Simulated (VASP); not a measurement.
# Two runs on SiC

System: SiC (12 atoms in the cell).
Method of run A: Kohn-Sham DFT of a periodic cell, vdW-DF, VASP PAW PBE potentials, recommended, no spin polarisation (VASP 6.6.1).

The structure derives from an entry of the Crystallography Open Database. 

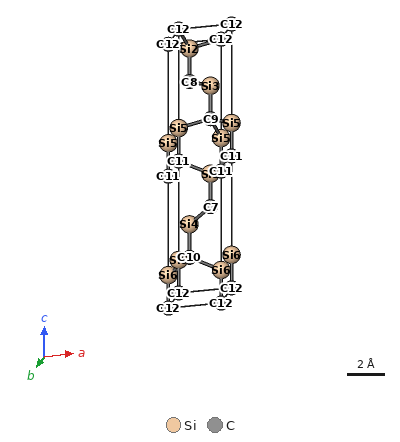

Figure 1. The structure as given in the input (ball-and-stick view of the cell of the calculation, seen at an oblique angle; atoms are numbered from 1 in the order of the input). Near neighbours in the crystal (not all of them lie inside the picture): Si has 4 C at 1.90 Å; C has 4 Si at 1.90 Å.

**INCAR, run A**
```
PREC = Accurate
ENCUT = 600
EDIFF = 1E-7
ISMEAR = -1
SIGMA = 0.05
LREAL = False
LASPH = True
NELM = 100
ALGO = Fast
ISIF = 3
LWAVE = False
LCHARG = False
GGA = RE
LUSE_VDW = True
AGGAC = 0.0
IBRION = 2
NSW = 40
EDIFFG = -0.02
```

**KPOINTS, run A**
```
Automatic mesh
0
Gamma
  10 10 2
```

**POSCAR, run A**
```
SiC
1.0
    3.0950000000      0.0000000000      0.0000000000
   -1.5475000000      2.6803486247      0.0000000000
    0.0000000000      0.0000000000     15.1700000000
Si C
6 6
Direct
    0.6666666667      0.3333333333      0.4583000000
    0.3333333333      0.6666666667      0.9583000000
    0.6666666667      0.3333333333      0.7917000000
    0.3333333333      0.6666666667      0.2917000000
    0.0000000000      0.0000000000      0.6250000000
    0.0000000000      0.0000000000      0.1250000000
    0.6666666667      0.3333333333      0.3333000000
    0.3333333333      0.6666666667      0.8333000000
    0.6666666667      0.3333333333      0.6667000000
    0.3333333333      0.6666666667      0.1667000000
    0.0000000000      0.0000000000      0.5000000000
    0.0000000000      0.0000000000      0.0000000000
```

Launched with:
```bash
cat potpaw_PBE.64/Si/POTCAR potpaw_PBE.64/C/POTCAR > POTCAR
mpirun -np 1 vasp_std > vasp.out
```

Hardware: 1 thread of Intel Xeon (Granite Rapids), 64 GiB of memory available, shared host.

**OSZICAR and lines of OUTCAR (run A)**
```
N       E                     dE             d eps       ncg     rms          rms(c)
DAV:   1     0.182034491242E+03    0.18203E+03   -0.24287E+04  1736   0.157E+03
DAV:   2    -0.683781385121E+02   -0.25041E+03   -0.23916E+03  2347   0.242E+02
DAV:   3    -0.816828880150E+02   -0.13305E+02   -0.13222E+02  2128   0.573E+01
DAV:   4    -0.819419310779E+02   -0.25904E+00   -0.25840E+00  2145   0.890E+00
DAV:   5    -0.819489796589E+02   -0.70486E-02   -0.70456E-02  2095   0.143E+00    0.215E+01
RMM:   6    -0.697638138481E+02    0.12185E+02   -0.37164E+01  1736   0.243E+01    0.962E+00
RMM:   7    -0.703214627933E+02   -0.55765E+00   -0.15124E+01  1736   0.166E+01    0.491E+00
[...]
RMM:   4    -0.702230940757E+02    0.37613E-07   -0.59570E-07  1725   0.464E-03
   4 F= -.70223094E+02 E0= -.70223094E+02  d E =-.349830E-01
       N       E                     dE             d eps       ncg     rms          rms(c)
DAV:   1    -0.702232212080E+02   -0.12709E-03   -0.13050E-02  1904   0.673E-01    0.330E-02
RMM:   2    -0.702232393055E+02   -0.18098E-04   -0.33826E-04  1736   0.106E-01    0.165E-02
RMM:   3    -0.702232377876E+02    0.15179E-05   -0.48616E-05  1747   0.397E-02    0.947E-03
RMM:   4    -0.702232372006E+02    0.58704E-06   -0.13110E-05  1737   0.189E-02    0.286E-03
RMM:   5    -0.702232373556E+02   -0.15506E-06   -0.20405E-06  1806   0.780E-03    0.211E-03
RMM:   6    -0.702232374073E+02   -0.51683E-07   -0.55087E-07  1530   0.400E-03
   5 F= -.70223237E+02 E0= -.70223237E+02  d E =-.143332E-03
[... from OUTCAR:]
  free energy    TOTEN  =       -70.22323741 eV
  energy without entropy =      -70.22323741  energy(sigma->0) =      -70.22323741
 E-fermi :   8.8418     XC(G=0): -10.9774     alpha+bet :-15.8900
  free  energy   TOTEN  =       -70.2232374073 eV
  energy  without entropy=      -70.2232374073  energy(sigma->0) =      -70.22323741
```

The input of run B differs as follows (lines with − go, lines with + come):
```diff
+EDIFF = 1E-6
+EDIFFG = -0.005
+GGA = ML
+NELM = 80
-EDIFF = 1E-7
-NELM = 100
-GGA = RE
-EDIFFG = -0.02
+ZAB_VDW = -1.8867
-Automatic mesh
+k-points
```

Predict how the results change.

The total energies belong to different methods, so their difference says nothing on which is more stable or more accurate. The gap on the mesh goes from 2.29 to 2.54 eV. The volume per atom goes from 10.70 to 10.83 Å³. The SCF takes 62 iterations over all geometry steps against 51.

**OSZICAR and lines of OUTCAR (run B)**
```
N       E                     dE             d eps       ncg     rms          rms(c)
DAV:   1     0.186403813359E+03    0.18640E+03   -0.24348E+04  1736   0.157E+03
DAV:   2    -0.687730590202E+02   -0.25518E+03   -0.24381E+03  2339   0.245E+02
DAV:   3    -0.827374114135E+02   -0.13964E+02   -0.13881E+02  2128   0.591E+01
DAV:   4    -0.830237946481E+02   -0.28638E+00   -0.28562E+00  2144   0.940E+00
DAV:   5    -0.830322326973E+02   -0.84380E-02   -0.84340E-02  2081   0.158E+00    0.211E+01
RMM:   6    -0.688828829321E+02    0.14149E+02   -0.46881E+01  1736   0.277E+01    0.814E+00
RMM:   7    -0.697493063478E+02   -0.86642E+00   -0.16758E+01  1736   0.180E+01    0.498E+00
[...]
DAV:   1    -0.697407262952E+02   -0.40753E-04   -0.71062E-03  1897   0.500E-01    0.334E-02
RMM:   2    -0.697407085557E+02    0.17739E-04   -0.12195E-04  1736   0.606E-02    0.181E-02
RMM:   3    -0.697407023180E+02    0.62377E-05   -0.51645E-05  1736   0.325E-02    0.476E-03
RMM:   4    -0.697407023128E+02    0.51718E-08   -0.54784E-06  1580   0.132E-02
   7 F= -.69740702E+02 E0= -.69740702E+02  d E =-.164348E-04
       N       E                     dE             d eps       ncg     rms          rms(c)
DAV:   1    -0.697407179668E+02   -0.15649E-04   -0.10332E-03  1897   0.190E-01    0.125E-02
RMM:   2    -0.697407162215E+02    0.17453E-05   -0.15953E-05  1736   0.223E-02    0.691E-03
RMM:   3    -0.697407157187E+02    0.50276E-06   -0.65751E-06  1642   0.116E-02
   8 F= -.69740716E+02 E0= -.69740716E+02  d E =-.298406E-04
[... from OUTCAR:]
  free energy    TOTEN  =       -69.74071572 eV
  energy without entropy =      -69.74071572  energy(sigma->0) =      -69.74071572
 E-fermi :   8.7240     XC(G=0): -10.6771     alpha+bet :-15.7014
  free  energy   TOTEN  =       -69.7407157187 eV
  energy  without entropy=      -69.7407157187  energy(sigma->0) =      -69.74071572
```

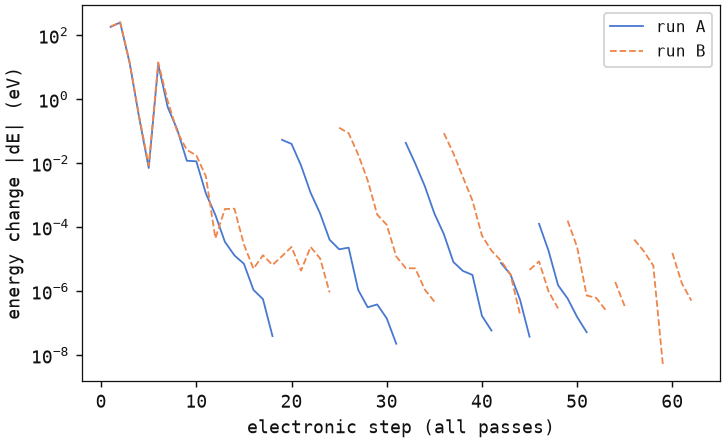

Figure 2. Convergence of the two runs: energy change |dE| against the electronic step. A break in a curve parts two SCF passes. Run A takes 51 steps in all, and run B takes 62.

**The two runs side by side**

```tsv
quantity	run A	run B
outcome	converged	converged
free energy per atom (eV)	−5.8519	−5.8117
gap on the mesh (eV)	2.29	2.54
pressure (GPa)	0.06	0.00
volume per atom (Å³)	10.70	10.83
largest force (eV/Å)	0.018	0.002
SCF iterations	51	62
irreducible k-points	28	28
```
